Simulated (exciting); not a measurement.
## A series of single points on NbH2

System: NbH2 (3 atoms in the cell).
Method: Kohn-Sham DFT of a periodic cell, PBEsol, all-electron LAPW+lo, shipped species files, no spin polarisation (exciting sodium).

The 7 runs differ only in the geometry, by an even scaling of the cell at fixed fractional positions. The structure derives from an entry of the Crystallography Open Database.

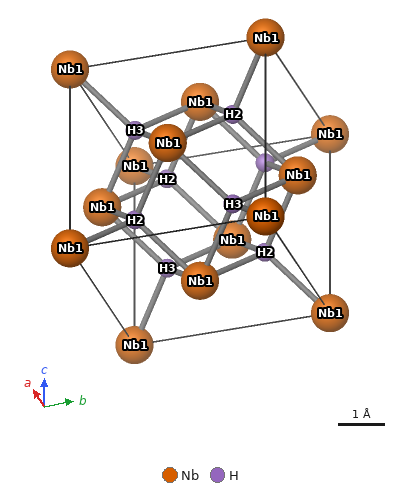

Figure 1. The structure of run 4 (ball-and-stick view of the cell 4 times as large as that of the calculation, set on its symmetry axes, seen at an oblique angle; atoms are numbered from 1 in the order of the input).

### Input of run 4
```
<input>
  <title>NbH2</title>
  <structure speciespath="./" tshift="false">
    <crystal scale="1">
      <basevect>0.000000000000 4.311410153334 4.311410153334</basevect>
      <basevect>4.311410153334 0.000000000000 4.311410153334</basevect>
      <basevect>4.311410153334 4.311410153334 0.000000000000</basevect>
    </crystal>
    <species speciesfile="Nb.xml" rmt="2.3">
      <atom coord="0.000000000000 0.000000000000 0.000000000000"/>
    </species>
    <species speciesfile="H.xml" rmt="1.1">
      <atom coord="0.750000000000 0.750000000000 0.750000000000"/>
      <atom coord="0.250000000000 0.250000000000 0.250000000000"/>
    </species>
  </structure>
  <groundstate do="fromscratch" ngridk="10 10 10" rgkmax="5" gmaxvr="14" lmaxapw="10" lmaxmat="10" lmaxvr="8" xctype="GGA_PBE_SOL" stype="Fermi Dirac" swidth="0.00183747" nempty="16" ValenceRelativity="zora" epsengy="1e-05" epspot="1e-05" maxscl="60" tforce="true" outputlevel="normal"/>
</input>
```

Command:
```bash
OMP_NUM_THREADS=1 exciting_smp
```

Run 3 has the same physical settings and fractional positions; its lattice vectors (Å) are:
```
   0.000000    2.266187    2.266187
   2.266187    0.000000    2.266187
   2.266187    2.266187    0.000000
```

### Results, with one run withheld

```tsv
run	volume per atom (Å³)	free energy per atom, from the lowest run given (meV)
1	7.442	4.53
2	7.600	0.00
3	7.759	?
4	7.917	3.02
5	8.076	9.75
6	8.234	19.52
7	8.392	32.04
```

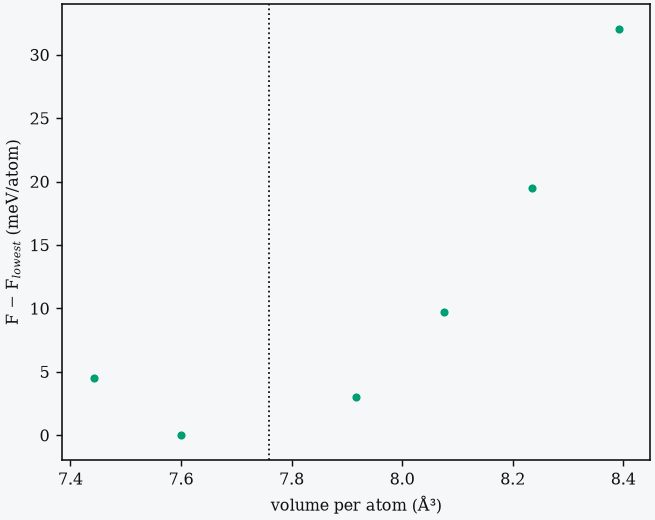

Figure 2. Free energy per atom of the runs given; the dotted line marks run 3.

Fit the runs given and predict run 3.

A cubic polynomial in V^(−2/3) (the Birch–Murnaghan form), fitted to the 6 runs given, misses them by at most 0.02 meV per atom. With x = V^(−2/3) − 0.25143 Å⁻², it reads F = 3.4888 − 1619.1 x + 1.5709e+05 x² − 6266.9 x³ (meV per atom). At run 3 it gives −0.36 meV per atom, and the run itself gives −0.37. The fit has its minimum at 7.694 Å³ per atom, where V d²F/dV² gives 191 GPa: the bulk modulus at this level, since symmetry fixes the shape and the positions.

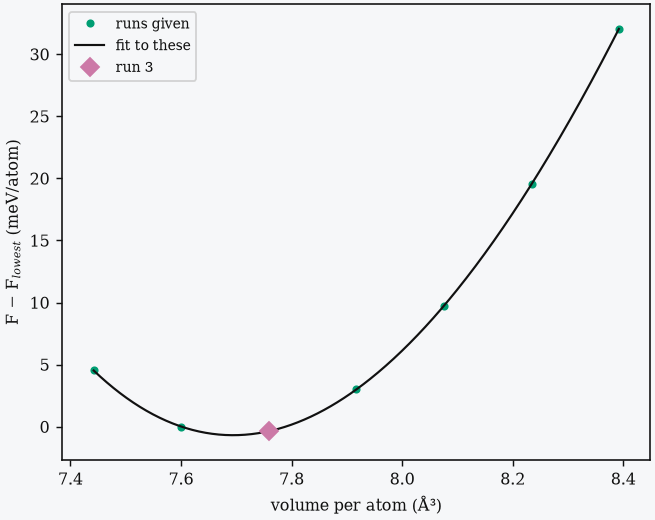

Figure 3. The fit and the withheld run.

### Some lines of the output (run 3)
```
[...]
 Absolute change in total energy   (target) :  0.665536E-03  ( 0.100000E-04)
 Total energy                               :     -3819.57279565
 Fermi energy                               :         0.41333634
 DOS at Fermi energy (states/Ha/cell)       :        14.95781277
 Absolute change in total energy   (target) :  0.302916E-03  ( 0.100000E-04)
 Total energy                               :     -3819.57279145
 DOS at Fermi energy (states/Ha/cell)       :        14.95783546
 Absolute change in total energy   (target) :  0.419407E-05  ( 0.100000E-04)
 Total energy                               :     -3819.57279331
 Fermi energy                               :         0.41333633
 DOS at Fermi energy (states/Ha/cell)       :        14.95781064
 Absolute change in total energy   (target) :  0.185621E-05  ( 0.100000E-04)
 Total energy                               :     -3819.57279339
 DOS at Fermi energy (states/Ha/cell)       :        14.95781318
```
